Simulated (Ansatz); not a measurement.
WSe$_{2}$ (6 atoms in the cell), run with Ansatz.

```
crystal:
  lattice:
    - [3.2710958588, 0.0, 0.0]
    - [-1.6355479294, 2.832852112, 0.0]
    - [0.0, 0.0, 13.2236718703]
  atoms:
    - { symbol: W, position: [0.6666666667, 0.3333333333, 0.75] }
    - { symbol: W, position: [0.3333333333, 0.6666666667, 0.25] }
    - { symbol: Se, position: [0.3333333333, 0.6666666667, 0.8766071857] }
    - { symbol: Se, position: [0.6666666667, 0.3333333333, 0.3766071857] }
    - { symbol: Se, position: [0.3333333333, 0.6666666667, 0.6233928143] }
    - { symbol: Se, position: [0.6666666667, 0.3333333333, 0.1233928143] }
basis:
  ecutwfc: 420
kpoints:
  mp_grid: { grid: [12, 12, 2] }
hamiltonian:
  xc: pbesol
scf:
  occupations: { method: gaussian, width: 0.02 }
  max_iter: 100
output:
  forces: true
  eigenvalues: true
  stress: true
magnetization:
  spin_polarized: true
  initial_magnetization: 15
```

Command:
```bash
ansatz run input.yaml --threads 1 --pin off --max-ram 2560MiB --backend cpu --events-out ev --progress --plain --runs-dir out
```

Question: Will this run converge, and how?

Answer: It converged, after 12 iterations. The residual falls at every step. The net moment goes from 15.0 to 0.0 μB per cell, so the magnetism dies out. The input holds an odd setting (an impossible spin). The SCF closed; whether the result suffers can't be told from this run alone.

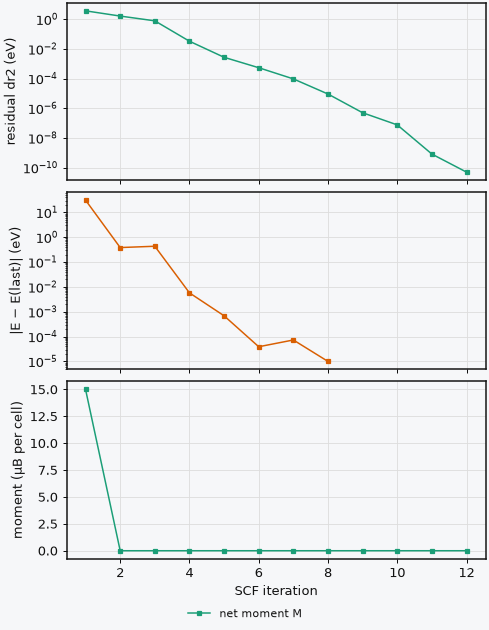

SCF iterations of a calculation: density residual dr2, distance of the Harris–Foulkes energy from its last value, magnetic moments. Energy differences below 3 × 10⁻⁶ eV aren't drawn. dr2 is the charge part; the magnetisation has a residual of its own.
